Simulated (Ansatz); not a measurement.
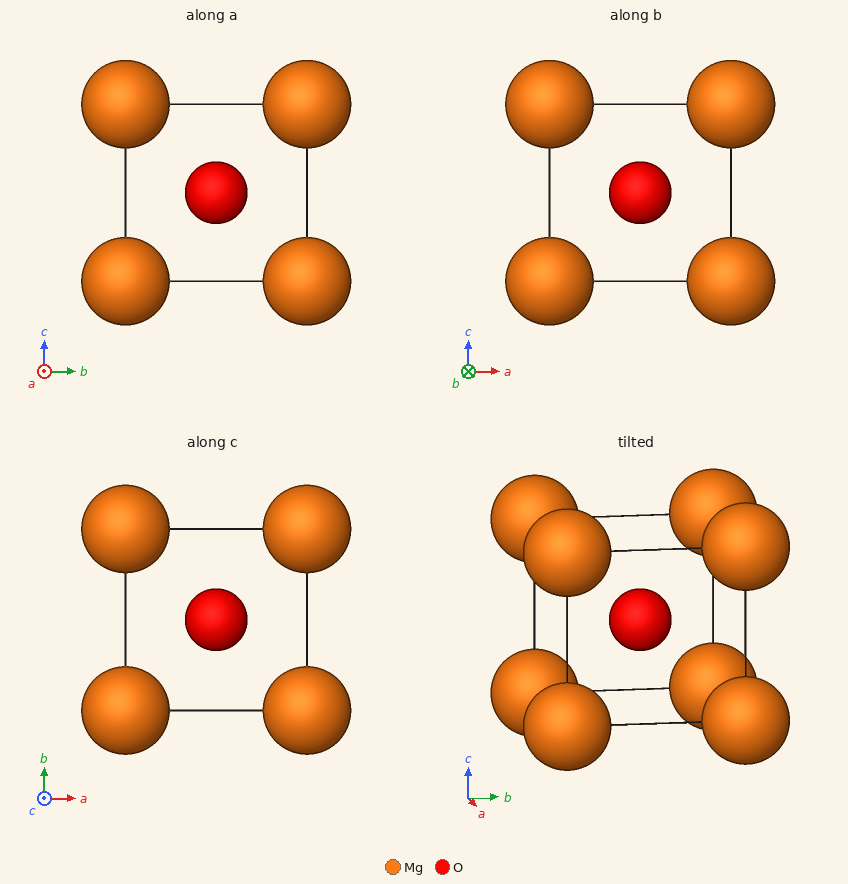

View along the a axis, along the b axis, along the c axis and slightly off an axis, drawn as a spheres-only model. Lines trace the edges of the unit cell.

Lattice parameters: a = 2.6892 Å, b = 2.6892 Å, c = 2.6233 Å, α = 90.000°, β = 90.000°, γ = 90.000°.

> Express the structure as a CIF in P1 with every atom of the cell.

```cif
data_structure
_symmetry_space_group_name_H-M 'P 1'
_symmetry_Int_Tables_number 1
_cell_length_a 2.6892
_cell_length_b 2.6892
_cell_length_c 2.6233
_cell_angle_alpha 90.000
_cell_angle_beta 90.000
_cell_angle_gamma 90.000
_cell_volume 18.97
loop_
_atom_site_label
_atom_site_type_symbol
_atom_site_fract_x
_atom_site_fract_y
_atom_site_fract_z
_atom_site_occupancy
Mg1 Mg 0.0000 0.0000 0.0000 1
O1 O 0.5000 0.5000 0.5000 1
```

The starting point was a structure type filled with these elements by a generator (whether the compound takes this form wasn't checked). The cell was then strained or its atoms displaced on purpose. It was run through Ansatz as a DFT input.

At this level of theory the cell isn't at rest (stretched, at -8 GPa), so its distances can differ from those at equilibrium, the more so the softer the solid.
